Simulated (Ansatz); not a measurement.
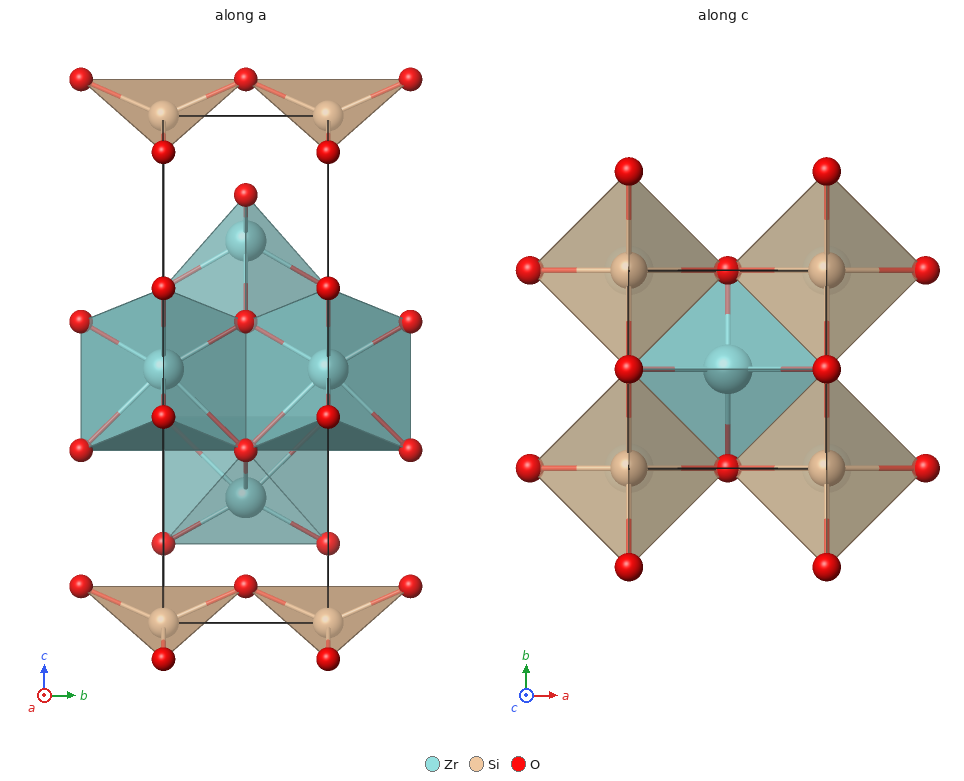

A polyhedral picture of a crystal structure, seen along the a axis and along the c axis. The conventional unit cell is outlined; an atom on or near a face, edge or corner is repeated at each equivalent position. Some atoms of the next cells are drawn as well.

Zr$_{3}$SiO$_{8}$, space group P-4m2 (No. 115), a = 3.50 Å, b = 3.50 Å, c = 10.79 Å, α = 90.00°, β = 90.00°, γ = 90.00°.

Level of theory: DFT PBE, scalar-relativistic, plane waves, PAW (Ansatz). Settings were a basis cut at 420 eV, an 8×8×4 k-point mesh, Gaussian smearing of 0.02 eV, no spin polarisation.

**What is the electronic character?**

A semiconductor at this level, with a gap of 1.65 eV on the k-mesh (the true edges may lie between mesh points, so the gap can be somewhat smaller).

It goes back to a structure type filled with these elements by a generator (whether the compound takes this form wasn't checked). The geometry was optimised with Ansatz 0.2.0, DFT PBE, scalar-relativistic, plane waves, PAW.
